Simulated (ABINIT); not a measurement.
Dielectric calculation of ZrS2 (part 1 of 3)

- system: ZrS2 (P-3m1, 3 atoms in the cell)
- method: Kohn-Sham DFT of a periodic cell, PBEsol, PseudoDojo NC SR PBEsol v0.4.1 standard, no spin polarisation (ABINIT 10.8.3)

The structure derives from a Materials Project entry.

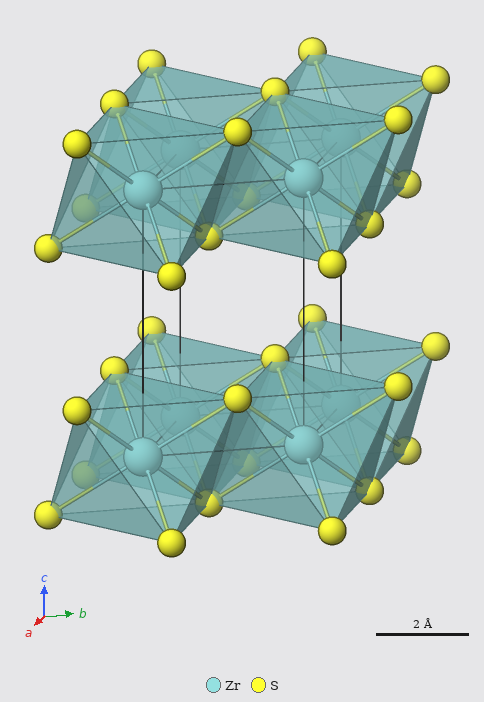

Figure 1. The structure (polyhedral view of the cell of the calculation, seen slightly off an axis; polyhedra are completed across the faces of the cell).

### Input file
```
# Datasets
ndtset 3

# Pseudopotentials
pp_dirpath "./"
pseudos "Zr.upf, S.upf"

# Structure
acell 3.6913825498 3.6913825498 6.04107701 Angstrom
rprim
     1.0000000000     0.0000000000     0.0000000000
    -0.5000000000     0.8660254038     0.0000000000
     0.0000000000     0.0000000000     1.0000000000
ntypat 2
znucl 40 16
natom 3
typat 1 2 2
xred
            0.0            0.0            0.0
            1/3            2/3   0.2379099700
            2/3            1/3   0.7620900300

# Plane-wave basis
ecut 29.0

# k points
ngkpt 6 6 4
nshiftk 1
shiftk 0.0 0.0 0.5

# Exchange and correlation
ixc -116133

# Bands and occupations
nband 12
occopt 1

# SCF cycle
nstep 80
diemac 6.0

# Output
prteig 0
prtebands 0
prtwf 0
prtden 0
prtpot 0

# Dataset 1: ground state
kptopt1 1
tolvrs1 1.0e-15
prtwf1 1

# Dataset 2: derivatives of the wave functions by k
iscf2 -3
rfelfd2 2
rfdir2 1 1 1
getwfk2 1
kptopt2 2
nqpt2 1
qpt2 0.0 0.0 0.0
tolwfr2 1.0e-18
prtwf2 1

# Dataset 3: response at q = 0 to electric field
rfelfd3 3
rfdir3 1 1 1
getwfk3 1
getddk3 2
kptopt3 2
nqpt3 1
qpt3 0.0 0.0 0.0
tolvrs3 1.0e-9
```

### File mrgddb.in
```
merged_DDB
ZrS2
2
runo_DS1_DDB
runo_DS3_DDB
```

### File anaddb.abi
```
ddb_filepath "merged_DDB"
output_file "anaddb.abo"
outdata_prefix "ana"
asr 1
chneut 1
dipdip 1
dieflag 2
enunit 0
```

Launched with:
```bash
abinit run.abi > log 2>&1
mrgddb < mrgddb.in > mrgddb.log 2>&1
anaddb anaddb.abi > anaddb.log 2>&1
```

### Output
```
.Version 10.8.3 of ABINIT
 DATASET    1 : space group P-3 m 1 (#164); Bravais hP (primitive hexag.)
================================================================================
 Values of the parameters that define the memory need for DATASET  1.
     intxc =       0    ionmov =       0      iscf =       7    lmnmax =       6
     lnmax =       6     mgfft =      60  mpssoang =       3    mqgrid =    3001
     natom =       3  nloc_mem =       1    nspden =       1   nspinor =       1
    nsppol =       1      nsym =      12    n1xccc =    2501    ntypat =       2
    occopt =       1   xclevel =       2
       mpw =        3616          nfft =       77760          nkpt =          20
================================================================================
================================================================================

 DATASET    2 : space group P-3 m 1 (#164); Bravais hP (primitive hexag.)
================================================================================
 Values of the parameters that define the memory need for DATASET  2 (RF).
     intxc =       0      iscf =      -3    lmnmax =       6     lnmax =       6
     mgfft =      60  mpssoang =       3    mqgrid =    3001     natom =       3
  nloc_mem =       1    nspden =       1   nspinor =       1    nsppol =       1
      nsym =      12    n1xccc =    2501    ntypat =       2    occopt =       1
   xclevel =       2
      nfft =       77760          nkpt =          72
================================================================================
================================================================================

 DATASET    3 : space group P-3 m 1 (#164); Bravais hP (primitive hexag.)
================================================================================
 Values of the parameters that define the memory need for DATASET  3 (RF).
     intxc =       0      iscf =       7    lmnmax =       6     lnmax =       6
     mgfft =      60  mpssoang =       3    mqgrid =    3001     natom =       3
  nloc_mem =       1    nspden =       1   nspinor =       1    nsppol =       1
      nsym =      12    n1xccc =    2501    ntypat =       2    occopt =       1
   xclevel =       2
      nfft =       77760          nkpt =          72
================================================================================
================================================================================

--------------------------------------------------------------------------------
------------- Echo of variables that govern the present computation ------------
--------------------------------------------------------------------------------
 -outvars: echo values of preprocessed input variables --------
            acell      6.9757020451E+00  6.9757020451E+00  1.1415981054E+01 Bohr
              amu      9.12240000E+01  3.20660000E+01
           diemac      6.00000000E+00
             ecut      2.90000000E+01 Hartree
           getddk1          0
           getddk2          0
           getddk3          2
           getwfk1          0
           getwfk2          1
           getwfk3          1
             iscf1          7
             iscf2         -3
             iscf3          7
              ixc     -116133
           jdtset        1    2    3
                       outvar_i_n : Printing only first  50 k-points.
           kptopt1          1
           kptopt2          2
           kptopt3          2
         kptrlatt        6    0    0      0    6    0      0    0    4
          kptrlen      4.18542123E+01
            natom           3
            nband1         12
            nband2         12
            nband3         12
           ndtset           3
            ngfft          36      36      60
             nkpt1         20
             nkpt2         72
             nkpt3         72
             nqpt1          0
             nqpt2          1
             nqpt3          1
            nstep          80
             nsym          12
           ntypat           2
        optdriver1          0
        optdriver2          1
        optdriver3          1
           prtden           0
        prtebands           0
           prteig           0
            prtwf1          1
            prtwf2          1
            prtwf3          0
           rfelfd1          0
           rfelfd2          2
           rfelfd3          3
            rprim      1.0000000000E+00  0.0000000000E+00  0.0000000000E+00
                      -5.0000000000E-01  8.6602540380E-01  0.0000000000E+00
                       0.0000000000E+00  0.0000000000E+00  1.0000000000E+00
           shiftk      0.00000000E+00  0.00000000E+00  5.00000000E-01
          spgroup         164
           tolvrs1     1.00000000E-15
           tolvrs2     0.00000000E+00
           tolvrs3     1.00000000E-09
           tolwfr1     0.00000000E+00
           tolwfr2     1.00000000E-18
           tolwfr3     0.00000000E+00
            typat      1  2  2
                       outvars : Printing only first  50 k-points.
           xangst      0.0000000000E+00  0.0000000000E+00  0.0000000000E+00
                      -1.1654926710E-16  2.1312207088E+00  1.4372324502E+00
                       1.8456912749E+00  1.0656103544E+00  4.6038445598E+00
            xcart      0.0000000000E+00  0.0000000000E+00  0.0000000000E+00
                      -2.2024619499E-16  4.0274234536E+00  2.7159757102E+00
                       3.4878510225E+00  2.0137117268E+00  8.7000053442E+00
             xred      0.0000000000E+00  0.0000000000E+00  0.0000000000E+00
                       3.3333333333E-01  6.6666666667E-01  2.3790997000E-01
                       6.6666666667E-01  3.3333333333E-01  7.6209003000E-01
            znucl       40.00000   16.00000

================================================================================

 chkinp: Checking input parameters for consistency, jdtset=   1.

 chkinp: Checking input parameters for consistency, jdtset=   2.

 chkinp: Checking input parameters for consistency, jdtset=   3.

================================================================================
== DATASET  1 ==================================================================

--- !DatasetInfo
iteration_state: {dtset: 1, }
dimensions: {natom: 3, nkpt: 20, mband: 12, nsppol: 1, nspinor: 1, nspden: 1, mpw: 3616, }
cutoff_energies: {ecut:  29.0, pawecutdg:  -1.0, }
electrons: {nelect:   2.40000000E+01, charge:   0.00000000E+00, occopt:   1.00000000E+00, tsmear:   1.00000000E-02, }
meta: {optdriver: 0, ionmov: 0, optcell: 0, iscf: 7, paral_kgb: 0, }
...

 Real(R)+Recip(G) space primitive vectors, cartesian coordinates (Bohr,Bohr^-1):
 R(1)=  6.9757020  0.0000000  0.0000000  G(1)=  0.1433547  0.0827659  0.0000000
 R(2)= -3.4878510  6.0411352  0.0000000  G(2)=  0.0000000  0.1655318  0.0000000
 R(3)=  0.0000000  0.0000000 11.4159811  G(3)=  0.0000000  0.0000000  0.0875965
 Unit cell volume ucvol=  4.8108267E+02 bohr^3
 Angles (23,13,12)=  9.00000000E+01  9.00000000E+01  1.20000000E+02 degrees

 getcut: wavevector=  0.0000  0.0000  0.0000  ngfft=  36  36  60
         ecut(hartree)=     29.000   => boxcut(ratio)=   2.12888

--- Pseudopotential description ------------------------------------------------
- pspini: atom type   1  psp file is ./Zr.upf
  40.00000  12.00000  180301                  znucl, zion, pspdat
12 -116133 2 -1 1604                          pspcod,pspxc,lmax,lloc,mmax
     nproj     2     2     2

- pspini: atom type   2  psp file is ./S.upf
  16.00000   6.00000  180301                  znucl, zion, pspdat
12 -116133 2 -1 1146                          pspcod,pspxc,lmax,lloc,mmax
     nproj     2     2     2

   8.71783666E+02                                ecore*ucvol(ha*bohr**3)
--------------------------------------------------------------------------------

================================================================================

--- !BeginCycle
iteration_state: {dtset: 1, }
solver: {iscf: 7, nstep: 80, nline: 4, wfoptalg: 0, }
tolerances: {tolvrs: 1.00E-15, }
...

     iter   Etot(hartree)      deltaE(h)  residm     vres2
 ETOT  1  -72.701208411452    -7.270E+01 5.029E-02 2.147E+02
 ETOT  2  -72.700914129858     2.943E-04 1.571E-03 7.404E+02
 ETOT  3  -72.801349039664    -1.004E-01 4.227E-03 9.516E+00
 ETOT  4  -72.802718242525    -1.369E-03 1.064E-04 3.103E-01
 ETOT  5  -72.802776446588    -5.820E-05 3.296E-05 5.891E-02
 ETOT  6  -72.802787768680    -1.132E-05 3.416E-06 1.502E-03
 ETOT  7  -72.802788789926    -1.021E-06 1.774E-06 1.987E-04
 ETOT  8  -72.802788961773    -1.718E-07 2.230E-07 1.805E-04
 ETOT  9  -72.802789006544    -4.477E-08 1.140E-07 1.985E-07
 ETOT 10  -72.802789012317    -5.773E-09 1.538E-08 2.961E-06
 ETOT 11  -72.802789013991    -1.674E-09 7.264E-09 6.560E-08
 ETOT 12  -72.802789014285    -2.947E-10 1.038E-09 1.009E-07
 ETOT 13  -72.802789014366    -8.056E-11 4.697E-10 2.577E-10
 ETOT 14  -72.802789014380    -1.444E-11 7.002E-11 2.480E-09
 ETOT 15  -72.802789014385    -4.405E-12 3.110E-11 1.894E-12
 ETOT 16  -72.802789014386    -1.563E-12 4.617E-12 5.681E-10
 ETOT 17  -72.802789014385     1.094E-12 1.938E-12 1.088E-10
 ETOT 18  -72.802789014385    -1.137E-13 3.132E-13 8.924E-11
 ETOT 19  -72.802789014385    -4.263E-14 1.286E-13 3.779E-11
 ETOT 20  -72.802789014386    -6.253E-13 2.473E-14 1.669E-11
 ETOT 21  -72.802789014386     4.263E-13 8.521E-15 2.387E-13
 ETOT 22  -72.802789014384     1.762E-12 1.928E-15 1.767E-14
 ETOT 23  -72.802789014386    -2.174E-12 6.348E-16 1.972E-14
 ETOT 24  -72.802789014385     5.400E-13 1.382E-16 8.136E-14
 ETOT 25  -72.802789014387    -1.535E-12 4.700E-17 9.945E-14
 ETOT 26  -72.802789014383     3.482E-12 1.141E-17 3.091E-14
 ETOT 27  -72.802789014385    -1.222E-12 3.014E-18 2.281E-14
 ETOT 28  -72.802789014384     4.832E-13 8.646E-19 8.378E-15
 ETOT 29  -72.802789014385    -1.194E-12 1.787E-19 2.278E-15
 ETOT 30  -72.802789014384     9.948E-13 9.881E-20 8.045E-18

 At SCF step   30       vres2   =  8.05E-18 < tolvrs=  1.00E-15 =>converged.

 Cartesian components of stress tensor (hartree/bohr^3)
  sigma(1 1)=  1.06286999E-04  sigma(3 2)=  0.00000000E+00
  sigma(2 2)=  1.06286999E-04  sigma(3 1)=  0.00000000E+00
  sigma(3 3)=  5.07316662E-05  sigma(2 1)=  0.00000000E+00

--- !ResultsGS
iteration_state: {dtset: 1, }
comment   : Summary of ground state results
lattice_vectors:
- [  6.9757020,   0.0000000,   0.0000000, ]
- [ -3.4878510,   6.0411352,   0.0000000, ]
- [  0.0000000,   0.0000000,  11.4159811, ]
lattice_lengths: [   6.97570,    6.97570,   11.41598, ]
lattice_angles: [ 90.000,  90.000, 120.000, ] # degrees, (23, 13, 12)
lattice_volume:   4.8108267E+02
convergence: {deltae:  9.948E-13, res2:  8.045E-18, residm:  9.881E-20, diffor: null, }
etotal    :  -7.28027890E+01
entropy   :   0.00000000E+00
fermie    :   1.56759252E-01
cartesian_stress_tensor: # hartree/bohr^3
- [  1.06286999E-04,   0.00000000E+00,   0.00000000E+00, ]
- [  0.00000000E+00,   1.06286999E-04,   0.00000000E+00, ]
- [  0.00000000E+00,   0.00000000E+00,   5.07316662E-05, ]
pressure_GPa:  -2.5822E+00
xred      :
- [  0.0000E+00,   0.0000E+00,   0.0000E+00, Zr]
- [  3.3333E-01,   6.6667E-01,   2.3791E-01,  S]
- [  6.6667E-01,   3.3333E-01,   7.6209E-01,  S]
cartesian_forces: # hartree/bohr
- [ -0.00000000E+00,  -0.00000000E+00,  -0.00000000E+00, ]
- [ -0.00000000E+00,  -0.00000000E+00,  -2.92505540E-03, ]
- [ -0.00000000E+00,  -0.00000000E+00,   2.92505540E-03, ]
force_length_stats: {min:   0.00000000E+00, max:   2.92505540E-03, mean:   1.95003693E-03, }
...

 Integrated electronic density in atomic spheres:
```
